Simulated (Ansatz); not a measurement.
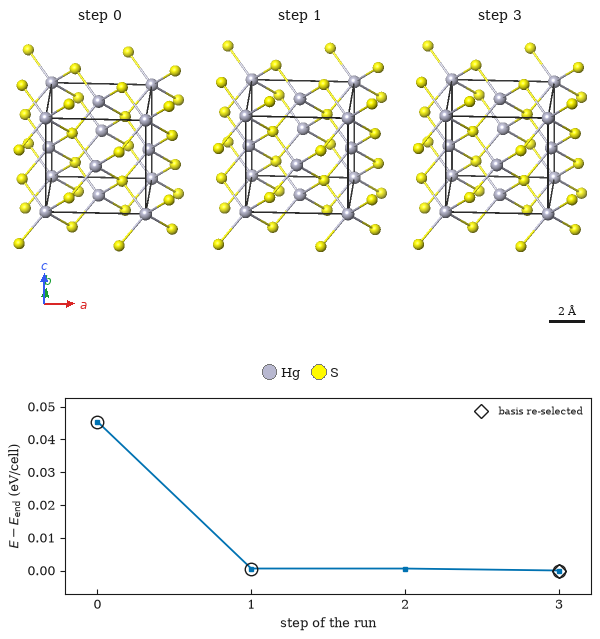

Frames of a relaxation of crystalline HgS (set up in F-43m), marked on the history of the run. The picture is a ball-and-stick view of the conventional cell (4 times the calculation's cell), seen from a free direction. Lengths and directions refer to the drawn axes.

Method: DFT PBE, scalar-relativistic, plane waves, PAW in Ansatz.

Input
```yaml
crystal:
  lattice:
    - [0.0, 2.92585, 2.92585]
    - [2.92585, 0.0, 2.92585]
    - [2.92585, 2.92585, 0.0]
  atoms:
    - { symbol: Hg, position: [0.0, 0.0, 0.0] }
    - { symbol: S, position: [0.25, 0.25, 0.25] }
basis:
  ecutwfc: 420
kpoints:
  mp_grid: { grid: [12, 12, 12] }
hamiltonian:
  xc: pbe
scf:
  occupations: { method: gaussian, width: 0.1 }
output:
  forces: true
  stress: true
  eigenvalues: true
relax:
  adjacent_minimum: "off"
  f_tol: 0.005
  max_steps: 80
  cell: { stress_tol: 0.05 }
```

Launched with:
```bash
ansatz run input.yaml --threads 1 --pin off --max-ram 2560MiB --backend cpu --events-out ev --progress --plain --runs-dir out
```

> Describe the path.

After 2 accepted moves (3 points after the start) the energy has fallen by 45.4 meV per cell of the calculation. All forces vanish by symmetry, so only the cell relaxes. The pressure goes from 4.25 to 0.00 GPa. The SCF was repeated once at an unchanged geometry on a basis and grid sized afresh for the cell, which shifted the energy by 0.6 meV per cell of the calculation at most. The atoms keep their places relative to the cell (all moves are under 0.005 Å). The drawn cell changes as follows: a = b = c 5.852 → 5.991 Å (+2.4 %); the volume changes by +7.3 %. Near-neighbour distances that change, for instance: Hg1–S2 2.534 → 2.594 Å. The space group stays F-43m (No. 216). Cost: 23 s on 1 thread of Arm Neoverse V1, with other jobs on the host, peak memory 0.37 GiB. From step 0 to 1: volume +7.2 %, energy −44.8 meV per cell of the calculation. From step 1 to 3: volume +0.1 %, energy −0.6 meV per cell of the calculation.

```csv
step,"E − E(0), meV/atom","pressure, GPa","volume, Å³/atom",note
0,0.00,4.25,25.047,
1,-22.41,0.08,26.846,
2,-22.42,0.01,26.884,
3,-22.72,0.00,26.884,"same geometry, new basis"
```
